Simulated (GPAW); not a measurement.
SiC (P6_3mc): refractive index against wavelength

The refractive index of SiC (P6_3mc) along x below the direct gap (3.98 eV on the mesh) is read from one computed spectrum, n = √(Re ε). x, y and z are the Cartesian axes of the input cell.

It takes space group P6_3mc (No. 186, hexagonal). Conventional cell: a = 3.076 Å, b = 3.076 Å, c = 5.048 Å, α = 90.00°, β = 90.00°, γ = 120.00°. Around Si on site b lie 4 C at 1.87 to 1.94 Å. C on site b has 4 Si at 1.87 to 1.94 Å as nearest neighbours.

Method: GPAW 26.7.0, LDA, RPA, k-mesh 12×12×6, local fields up to 50 eV, Lorentzian half width 0.15 eV.

Launch of the response step: `OMP_NUM_THREADS=1 python df.py`. The run took 88 s, its band step included, on 1 thread of Arm Neoverse V2, on a shared host.

```
wavelength (nm)  photon energy E (eV)       n
           1310                 0.946  2.6122
           1064                 1.165  2.6221
            850                 1.459       ?
            700                 1.771  2.6617
            633                 1.959  2.6780
            532                 2.331  2.7172
            450                 2.755  2.7747
```

In the single-oscillator model n² − 1 = E₀E_d/(E₀² − E²), so 1/(n² − 1) = E₀/E_d − E²/(E₀E_d) is linear in E².

Working, on the rows shown:

| x = E² (eV²) | y = 1/(n² − 1) |
| --- | --- |
| 0.895757 | 0.171715 |
| 1.35784 | 0.170201 |
| 3.13716 | 0.164348 |
| 3.83641 | 0.16203 |
| 5.43137 | 0.156662 |
| 7.59115 | 0.149277 |

Means: x̄ = 3.7083, ȳ = 0.16237. Σ(x − x̄)(y − ȳ) = -0.1065, Σ(x − x̄)² = 31.82. Slope = -0.1065 / 31.82 = -0.003348; intercept = ȳ − slope · x̄ = 0.17479. Turned back into n, the line misses the rows shown by at most 0.00078.

Question: Predict the last column of the withheld row from the fit.

Answer: At x = 2.1276 the line gives y = 0.16766, that is 2.6390. The run gave 2.6389, so the interpolation is off by 9.8e-05, 0.1 % of the range in the table.

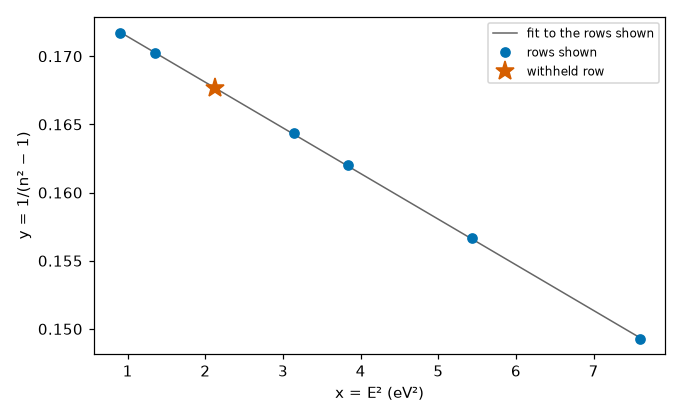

Refitted with all rows, the slope is -0.003348 and the intercept 0.17479. These give E₀ = √(intercept/−slope) = 7.23 eV and E_d = E₀/intercept = 41.3 eV; E₀ is 1.8 times the direct gap. The electronic limit at long wavelengths, without lattice vibrations, is n = √(1 + 1/intercept) = 2.593. Excitons are left out; LDA gaps are as a rule too small. The values come from a sum over the points of one k-mesh and carry its error, which grows as the direct gap shrinks.

[Logs are printed without paths, hosts, clocks, repeated set-up lines and the standing remarks that a program may print on its own settings, such as how far it seeks lower states.]
